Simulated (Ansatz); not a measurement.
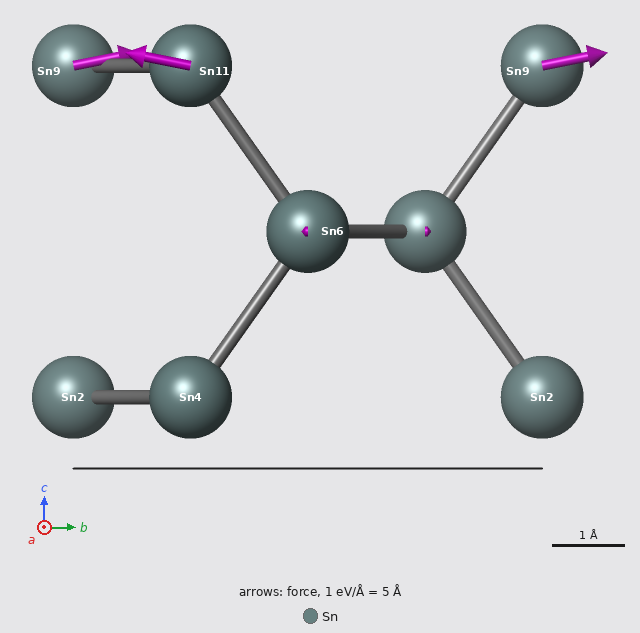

Starting geometry of a slab of composition Sn (cut from the Fd-3m phase) with the computed forces as purple arrows. A ball-and-stick model of the cell of the calculation, outlined in the plane, without the vacuum, seen along the a axis.

Case: clean slab, lower planes held. The slab is the (1 1 0) face of Sn. 4 atoms are held fixed.

Method: DFT PBE+D3(BJ), scalar-relativistic, plane waves, PAW (Ansatz 0.2.0). Settings: plane-wave cutoff 420 eV; k-point mesh 2 × 3 × 1; occupations gaussian; smearing width 0.1 eV; no spin polarisation; dipole correction; atoms relaxed in a fixed cell; force threshold 0.03 eV/Å; at most 70 steps.

Question: What follows when this structure is relaxed?

Answer: It isn't relaxed: the largest force vector, on Sn atoms, is 0.19 eV/Å. The final displacements follow the starting forces only in part (cosine between the two patterns 0.71). The energy falls by 10.0 meV per cell of the calculation in 2 accepted moves (3 points after the start). The largest force component goes from 0.18 to 0.0057 eV/Å. 1 step only repeated the SCF at the same geometry. The largest moves, 0.030 Å, are those of Sn atoms. The cell stays as it was. Among the contacts that change: Sn–Sn 2.846 → 2.822 Å, Sn–Sn 2.846 → 2.856 Å. Cost: 25 s on 4 threads of Intel(R) Xeon(R) 6975P-C (Granite Rapids) (shared host), peak memory 2.1 GiB.
